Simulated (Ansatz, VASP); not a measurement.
**Cross-check of BaTiO3 between VASP and Ansatz**

Wanted: the spread between two codes on one cell, functional and k mesh. The cell comes out of the VASP series on this material, whose earlier steps may have relaxed, scaled or displaced it; both programs get it as it stands.

Calculated with Ansatz 0.2.0; plane waves, with VASP 6.6.1 beside it; relaxation of cell and atoms at PBEsol.

**1. Starting point**

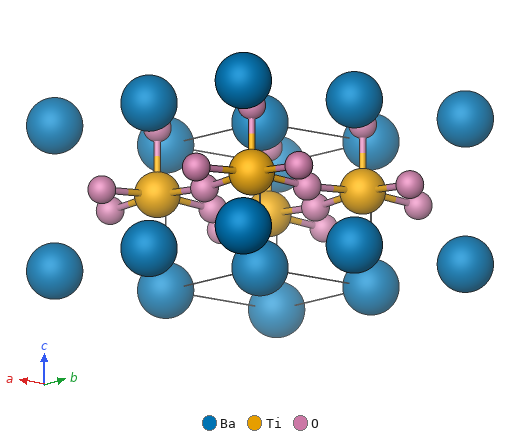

The starting structure, seen from a free direction (barium blue, titanium orange, oxygen pink). 2×2×1 cells are drawn. Some periodic images of atoms are drawn too.

As a file:

```cif
data_structure
_symmetry_space_group_name_H-M 'P 1'
_symmetry_Int_Tables_number 1
_cell_length_a 3.9598
_cell_length_b 3.9598
_cell_length_c 4.0350
_cell_angle_alpha 90.000
_cell_angle_beta 90.000
_cell_angle_gamma 90.000
_cell_volume 63.27
loop_
_atom_site_label
_atom_site_type_symbol
_atom_site_fract_x
_atom_site_fract_y
_atom_site_fract_z
_atom_site_occupancy
Ba1 Ba 0.00000 0.00000 0.00172 1
Ti2 Ti 0.50000 0.50000 0.51584 1
O3 O 0.50000 0.50000 0.97457 1
O4 O 0.50000 0.00000 0.48393 1
O5 O 0.00000 0.50000 0.48393 1
```

**2. Ansatz: relaxation of cell and atoms, PBEsol**

Ansatz runs on its default PAW (the set named soft_2) files.

The relaxed volume is the usual yardstick between codes: its relative difference is about their pressure difference at one cell divided by the bulk modulus.

The input, input.yaml:

```yaml
crystal:
  lattice:
    - [3.9597927502, 0.0, 0.0]
    - [0.0, 3.9597927502, 0.0]
    - [0.0, 0.0, 4.03502009]
  atoms:
    - { symbol: Ba, position: [0.0, 0.0, 0.001719969] }
    - { symbol: Ti, position: [0.5, 0.5, 0.5158441835] }
    - { symbol: O, position: [0.5, 0.5, 0.9745672885] }
    - { symbol: O, position: [0.5, 0.0, 0.4839342795] }
    - { symbol: O, position: [0.0, 0.5, 0.4839342795] }
hamiltonian:
  xc: pbesol
  pseudopotentials: { kind: paw }
kpoints:
  mp_grid: { grid: [7, 7, 7] }
scf:
  occupations: { method: gaussian, width: 0.02 }
relax:
  f_tol: 0.01
  max_steps: 60
  cell: { stress_tol: 0.05 }
output:
  forces: true
  stress: true
```

Started as:

```
$ ansatz run input.yaml --threads 4 --pin off --max-ram 9216MiB --backend cpu --events-out ev --progress --plain --runs-dir out
```

Numbers of over 12 decimals in the logs are rounded to 6 here.

The log of the run:

```text
Engine: ansatz 0.2.0, aarch64-unknown-linux-gnu
Pseudopotentials: kind: paw
Pseudopotential: Ba, paw, valence charge 10, recommended cutoff 420 eV (normal), Ba.paw.azcp
Pseudopotential: Ti, paw, valence charge 12, recommended cutoff 420 eV (normal), Ti.paw.azcp
Pseudopotential: O, paw, valence charge 6, recommended cutoff 420 eV (normal), O.paw.azcp
Functional definition: PBEsol
  exchange = pbesol_x
  correlation = pbesol_c
Crystal: 5 atoms, lattice volume = 63.269 Å³
Basis set: ecut = 420 eV, 1229 PW (Γ), exchange–correlation on 54×54×54 points (8 copies of the dense FFT grid, shifted against one another)
Bands: 25, of which v1, the nominal top of the filled ones, is band 20 counted from 1 (19 counted from 0)
Symmetry: 8 space group operations
Space group: P4mm (ITA 99), of the structure as read, at distance tolerance 4.0e-5 Å
k-points: 40 of 343 (time reversal used)
Non-local potential: Ba, projectors of the file, l = 0: 3, l = 1: 2, l = 2: 2, l = 3: 2
Non-local potential: Ti, projectors of the file, l = 0: 3, l = 1: 2, l = 2: 3, l = 3: 1
Non-local potential: O, projectors of the file, l = 0: 2, l = 1: 2, l = 2: 1
PAW form: soft (Blöchl's): semilocal exchange-correlation on the pseudo side does not see the compensation charge
PAW frozen core: Ba, regenerated for the run's functional, and the local potential with it (the file was generated under x = pbe(κ = 0.804, μ = 0.219515), c = pbe(β = 0.066725))
PAW frozen core: Ti, regenerated for the run's functional, and the local potential with it (the file was generated under x = pbe(κ = 0.804, μ = 0.219515), c = pbe(β = 0.066725))
PAW frozen core: O, regenerated for the run's functional, and the local potential with it (the file was generated under x = pbe(κ = 0.804, μ = 0.219515), c = pbe(β = 0.066725))
PAW one-centre angular grid: Ba, 194 points (default); XC on 64 Gauss nodes
PAW one-centre angular grid: Ti, 590 points (default); XC on 64 Gauss nodes
PAW one-centre angular grid: O, 110 points (default); XC on 64 Gauss nodes
Initial density: superposition of atomic densities (neutral atoms: chi_scale 0, normalization atom), corrected by the library's trained network
Initial wavefunctions: pseudopotential atomic-orbital guess
Functional: x = pbesol(κ = 0.804, μ = 0.123457), c = pbesol(β = 0.046)
SCF iter   1: F=—  HF=-10027.512532 eV  |F-HF|=—  |Δ(HF+E_count)|=         —  Δρ=1.70e-2  dr2=1.57e-1  ethr=1.77e-3  ⟨swp⟩=6.4  Hψ=5097  notcnv=0
preconditioner: auto → Resta (q_TF=auto, 2.528 Å⁻¹)  ε∞=5.8  [insulator: Δε(μ)=1.753 eV  Ē_g=12.035 eV  σ=0.020 eV  W_gap=1.00  n_scr=18 (ndim 8)  ℏωp=26.4 eV  f_vac=0.000  D(μ)=0.00/eV (n_scr^D=0)  ε∞_Penn≈5.8]
SCF iter   2: F=—  HF=-10027.480199 eV  |F-HF|=—  |Δ(HF+E_count)|=   3.23e-2  Δρ=4.38e-3  dr2=1.44e-2  ethr=3.93e-4  ⟨swp⟩=2.4  Hψ=1834  notcnv=0  defer=40
SCF iter   3: F=—  HF=-10027.478529 eV  |F-HF|=—  |Δ(HF+E_count)|=   1.67e-3  Δρ=1.46e-3  dr2=1.61e-3  ethr=3.60e-5  ⟨swp⟩=2.0  Hψ=1506  notcnv=0  defer=40
SCF iter   4: F=—  HF=-10027.478319 eV  |F-HF|=—  |Δ(HF+E_count)|=   2.09e-4  Δρ=1.68e-4  dr2=1.55e-5  ethr=4.04e-6  ⟨swp⟩=2.0  Hψ=1742  notcnv=0  defer=40
SCF iter   5: F=—  HF=-10027.478020 eV  |F-HF|=—  |Δ(HF+E_count)|=   2.99e-4  Δρ=3.07e-5  dr2=6.12e-7  ethr=3.87e-8  ⟨swp⟩=2.0  Hψ=1749  notcnv=0  defer=40
SCF iter   6: F=-10027.478020 eV  HF=-10027.478020 eV  |F-HF|=5.54e-9  |Δ(HF+E_count)|=   5.51e-8  Δρ=8.11e-6  dr2=2.58e-8  ethr=2.50e-10  ⟨swp⟩=5.5  Hψ=4182  notcnv=0
SCF 1 converged in 6 iterations: F = -10027.478020 eV  dr2 = 2.58e-8
  greatest PAW one-centre occupation: 0.999 electrons in one spin orbital (limit 2), on the Ti atom at site 1 (counted from 0), in its partial waves of l = 0
relax step   1: F+E_penalty+E_count = -10027.47802012 eV  Δ(F+E_penalty+E_count) = +0.000e0 eV  max|allowed force component| = 6.089e-2 eV/Å  Δτ_max = 0.0000 Å  P = -0.313 GPa  Ω = 63.269 Å³  (6 SCF iters, dr2 threshold 1.00e-7 eV, accepted)
[... from here on, the SCF cycles and remarks between the steps are left out ...]
relax step   2: F+E_penalty+E_count = -10027.47854843 eV  Δ(F+E_penalty+E_count) = -5.283e-4 eV  max|allowed force component| = 4.206e-2 eV/Å  Δτ_max = 0.0019 Å  P = +0.003 GPa  Ω = 63.164 Å³  energy of the carried Pulay correction = +3.927e-4 eV  (6 SCF iters, dr2 threshold 2.92e-7 eV, accepted)
relax step   3: F+E_penalty+E_count = -10027.47860303 eV  Δ(F+E_penalty+E_count) = -5.460e-5 eV  max|allowed force component| = 4.063e-2 eV/Å  Δτ_max = 0.0017 Å  P = +0.048 GPa  Ω = 63.161 Å³  energy of the carried Pulay correction = +4.052e-4 eV  (6 SCF iters, dr2 threshold 1.11e-7 eV, accepted)
relax step   4: F+E_penalty+E_count = -10027.47859780 eV  Δ(F+E_penalty+E_count) = +5.230e-6 eV  max|allowed force component| = 3.660e-2 eV/Å  Δτ_max = 0.0011 Å  P = +0.045 GPa  Ω = 63.176 Å³  energy of the carried Pulay correction = +3.501e-4 eV  (6 SCF iters, dr2 threshold 1.03e-7 eV, accepted)
relax step   5: F+E_penalty+E_count = -10027.47844941 eV  Δ(F+E_penalty+E_count) = +1.484e-4 eV  max|allowed force component| = 9.987e-3 eV/Å  Δτ_max = 0.0061 Å  P = +0.008 GPa  Ω = 63.258 Å³  energy of the carried Pulay correction = +4.014e-5 eV  (6 SCF iters, dr2 threshold 8.37e-8 eV, accepted)
relax step   6: F+E_penalty+E_count = -10027.47844160 eV  Δ(F+E_penalty+E_count) = +7.806e-6 eV  max|allowed force component| = 3.872e-3 eV/Å  Δτ_max = 0.0003 Å  P = -0.003 GPa  Ω = 63.262 Å³  energy of the carried Pulay correction = +2.707e-5 eV  (6 SCF iters, dr2 threshold 1.84e-8 eV, accepted)
relax step   7: F+E_penalty+E_count = -10027.47843697 eV  Δ(F+E_penalty+E_count) = +4.632e-6 eV  max|allowed force component| = 1.231e-3 eV/Å  Δτ_max = 0.0002 Å  P = +0.001 GPa  Ω = 63.264 Å³  energy of the carried Pulay correction = +1.794e-5 eV  (6 SCF iters, dr2 threshold 6.88e-9 eV, accepted)
relax step   8: F+E_penalty+E_count = -10027.47855829 eV  Δ(F+E_penalty+E_count) = -1.213e-4 eV  max|allowed force component| = 1.217e-3 eV/Å  Δτ_max = 0.0000 Å  P = +0.001 GPa  Ω = 63.264 Å³  stress off target by 2.46e-2 GPa  SCF on the basis re-selected at this cell (its energy is not comparable with the rows above)  (9 SCF iters)
basis re-selected at this cell: Δ(F+E_penalty+E_count) = -1.213e-4 eV, ΔP = +0.000 GPa vs the last step (what re-selecting the basis moved, of the pressure what is left beyond the Pulay correction that the steps carried, after the strain that the cell walked since its last selection, with what the two solves' SCF thresholds leave and, on support functions, any second-order correction that the steps lacked; it is no measure of the basis error at this ecutwfc). The dense FFT grid was sized anew with the basis: this SCF ran on 27×27×30 points, the steps before it on 27×27×27, so part of this shift can come from that change (see relax.cell in the input reference). [rest of the remark cut]
SCF converged after 9 iterations
Free energy (F): -10027.478558 eV
Harris-Foulkes:  -10027.478558 eV  (|F-HF|=3.64e-12)
Internal energy: -10027.478558 eV  (E = F + TS)
E sigma→0 (E₀):  -10027.478558 eV
Fermi energy:    11.324045 eV
--- Per-component energies (eV) ---
  E_band       = -135.528951
  E_kinetic    = 969.311473
  E_local      = -2088.430192  (includes V_loc(G=0)·N_el)
  E_nonlocal   = 207.212228
  E_hartree    = 814.988641
  E_xc         = -486.620897
  E_vxc        = -543.588533  (∫ρ·V_xc dr)
  E_paw        = -6617.073165  (= ΣΔE_a)
  E_vpaw       = -310.018658  (= ΣTr[D̂ρ^β])
  E_aug_tail   = 0.007448  (compensation charges beyond the density's cutoff)
  E_ewald      = -2827.270777
  E_core_change = 0.396681  (= ΣΔE_core)
  E_smearing   = -0.000000  (= −TS)
  E_closure    = 0.000000  (closes the sum)
  Σ components = -10027.478558   (vs F -10027.478558, Δ=0.00e0)
--- Forces (eV/Å), atoms counted from 1 ---
  atom   1  Ba    -0.00000000    -0.00000000    -0.00012885
  atom   2  Ti     0.00000000    -0.00000000    -0.00009684
  atom   3  O      0.00000000    -0.00000000     0.00121689
  atom   4  O     -0.00000000     0.00000000    -0.00049603
  atom   5  O      0.00000000    -0.00000000    -0.00049603
  max |Σ_I F_I| component: 8.51e-7 eV/Å
--- Stress (GPa, compression-positive) ---
       -0.011385       0.000000       0.000000
        0.000000      -0.011385       0.000000
       -0.000000       0.000000       0.024596
  P = ⅓ Tr σ = 0.0006 GPa (0.006 kbar)
--- Relaxed structure (7 steps of the walk, 7 accepted, 1 SCFs on fresh bases) ---
  F+E_penalty+E_count = -10027.47855829 eV   max|allowed force component| = 1.217e-3 eV/Å   (the final SCF, on the basis selected at the relaxed cell)
  cell:  # Å, volume = 63.2642 Å³
    - [3.955848, 0.0, 0]
    - [0.0, 3.955848, 0.0]
    - [0, 0.0, 4.042766]
  atoms:
    - { symbol: Ba, position: [0, 0.0, 0.00245623] }
    - { symbol: Ti, position: [0.5, 0.5, 0.517620] }
    - { symbol: O, position: [0.5, 0.5, 0.972878] }
    - { symbol: O, position: [0.5, 0.0, 0.483523] }
    - { symbol: O, position: [0, 0.5, 0.483523] }
```

Run time: 24 s. Hardware: 4 threads of Arm Neoverse N1, shared host; peak memory 0.45 GiB; 89 s of CPU time.

**3. VASP: relaxation of cell and atoms, PBEsol**

The same cell, functional, mesh and smearing now go to VASP, with its own data sets and cutoff.

Lines of VASP's logs that name or quote its potential files are left out, and so is its time.

The input, INCAR:

```
SYSTEM = BaTiO3
PREC = Accurate
ENCUT = 520
EDIFF = 1E-07
NELM = 120
ISMEAR = 0
SIGMA = 0.02
LREAL = .FALSE.
ALGO = Normal
GGA = PS
NBANDS = 26
LASPH = .TRUE.
LORBIT = 11
LWAVE = .FALSE.
LCHARG = .FALSE.
KPAR = 8
IBRION = 2
NSW = 80
ISIF = 3
EDIFFG = -0.005
POTIM = 0.4
```

The input, POSCAR:

```
BaTiO3
1.0
    3.9597927502      0.0000000000      0.0000000000
    0.0000000000      3.9597927502      0.0000000000
    0.0000000000      0.0000000000      4.0350200900
Ba Ti O
1 1 3
Direct
    0.0000000000      0.0000000000      0.0017199690
    0.5000000000      0.5000000000      0.5158441835
    0.5000000000      0.5000000000      0.9745672885
    0.5000000000      0.0000000000      0.4839342795
    0.0000000000      0.5000000000      0.4839342795
```

The input, KPOINTS:

```
Automatic mesh
0
Gamma
7 7 7
0 0 0
```

Potentials, in the order of the species: Ba_sv_GW, Ti_sv and O (PBE family, release 64).

Started as:

```
$ mpirun -np 8 vasp_std
```

The log of the run:

```text
[banner, memory and clock lines left out]
running    8 mpi-ranks, on    1 nodes
 distrk:  each k-point on    1 cores,    8 groups
 distr:  one band on    1 cores,    1 groups

 POSCAR found type information on POSCAR BaTiO
 POSCAR found :  3 types and       5 ions
|                                                                             |
|           W    W    AA    RRRRR   N    N  II  N    N   GGGG   !!!           |
|           W    W   A  A   R    R  NN   N  II  NN   N  G    G  !!!           |
|           W    W  A    A  R    R  N N  N  II  N N  N  G       !!!           |
|           W WW W  AAAAAA  RRRRR   N  N N  II  N  N N  G  GGG   !            |
|           WW  WW  A    A  R   R   N   NN  II  N   NN  G    G                |
|           W    W  A    A  R    R  N    N  II  N    N   GGGG   !!!           |
|                                                                             |
|     For optimal performance we recommend to set                             |
|       NCORE = 2 up to number-of-cores-per-socket                            |
|     NCORE specifies how many cores store one orbital (NPAR=cpu/NCORE).      |
|     This setting can greatly improve the performance of VASP for DFT.       |
|     The default, NCORE=1 might be grossly inefficient on modern             |
|     multi-core architectures or massively parallel machines. Do your        |
|     Unfortunately you need to use the default for GW and RPA                |
|     calculations (for HF NCORE is supported but not extensively tested      |
|     yet).                                                                   |
|                                                                             |

|                                                                             |
|               ----> ADVICE to this user running VASP <----                  |
|                                                                             |
|     You enforced a specific xc type in the INCAR file but a different       |
|     [... a line on the potential file left out ...]
|     I HOPE YOU KNOW WHAT YOU ARE DOING!                                     |
|                                                                             |

 LDA part: xc-table for (Slater+PW92), standard interpolation
 POSCAR, INCAR and KPOINTS ok, starting setup
 FFT: planning ... GRIDC
 FFT: planning ... GRID_SOFT
 FFT: planning ... GRID
 WAVECAR not read
 entering main loop
       N       E                     dE             d eps       ncg     rms          rms(c)
DAV:   1     0.566465412984E+03    0.56647E+03   -0.19325E+04  2088   0.176E+03
DAV:   2     0.568412763547E+02   -0.50962E+03   -0.50018E+03  2328   0.578E+02
DAV:   3    -0.484603373078E+02   -0.10530E+03   -0.10132E+03  3688   0.232E+02
DAV:   4    -0.536090895929E+02   -0.51488E+01   -0.51376E+01  3384   0.571E+01
DAV:   5    -0.539420421247E+02   -0.33295E+00   -0.33279E+00  3504   0.100E+01    0.233E+01
DAV:   6    -0.436623743098E+02    0.10280E+02   -0.61934E+01  2900   0.725E+01    0.876E+00
DAV:   7    -0.437262433133E+02   -0.63869E-01   -0.13191E+01  3148   0.322E+01    0.731E+00
DAV:   8    -0.435954631938E+02    0.13078E+00   -0.61151E-01  2810   0.749E+00    0.454E+00
DAV:   9    -0.435631415215E+02    0.32322E-01   -0.46100E-01  3384   0.629E+00    0.129E+00
DAV:  10    -0.435579425800E+02    0.51989E-02   -0.11738E-01  3084   0.336E+00    0.633E-01
DAV:  11    -0.435532846065E+02    0.46580E-02   -0.18175E-02  2970   0.104E+00    0.308E-01
DAV:  12    -0.435528812239E+02    0.40338E-03   -0.52072E-03  3002   0.717E-01    0.673E-02
DAV:  13    -0.435527928636E+02    0.88360E-04   -0.48144E-04  3010   0.253E-01    0.391E-02
DAV:  14    -0.435528077455E+02   -0.14882E-04   -0.19374E-04  3038   0.961E-02    0.368E-02
DAV:  15    -0.435527867669E+02    0.20979E-04   -0.14222E-04  2504   0.131E-01    0.181E-02
DAV:  16    -0.435527833159E+02    0.34510E-05   -0.27481E-05  2968   0.594E-02    0.436E-03
DAV:  17    -0.435527833262E+02   -0.10344E-07   -0.20470E-06  3074   0.119E-02    0.264E-03
DAV:  18    -0.435527832449E+02    0.81248E-07   -0.14316E-07  1906   0.455E-03
   1 F= -.43552783E+02 E0= -.43552783E+02  d E =-.435528E+02
 curvature:   0.00 expect dE= 0.000E+00 dE for cont linesearch  0.000E+00
 trial: gam= 0.00000 g(F)=  0.845E-06 g(S)=  0.197E-05 ort = 0.000E+00 (trialstep = 0.100E+01)
 search vector abs. value=  0.282E-05
 reached required accuracy - stopping structural energy minimisation
```

[end of part 1 of 2]

[Lines on the potential files, build, host, timing and source positions are cut from VASP's logs without a mark.]

[Logs are printed without paths, hosts, clocks, repeated set-up lines and the standing remarks that a program may print on its own settings, such as how far it seeks lower states.]

[Hosts, paths, dates, database ids (printed as entryN), source tags and the programs' standing remarks are cut or masked in the printed files.]
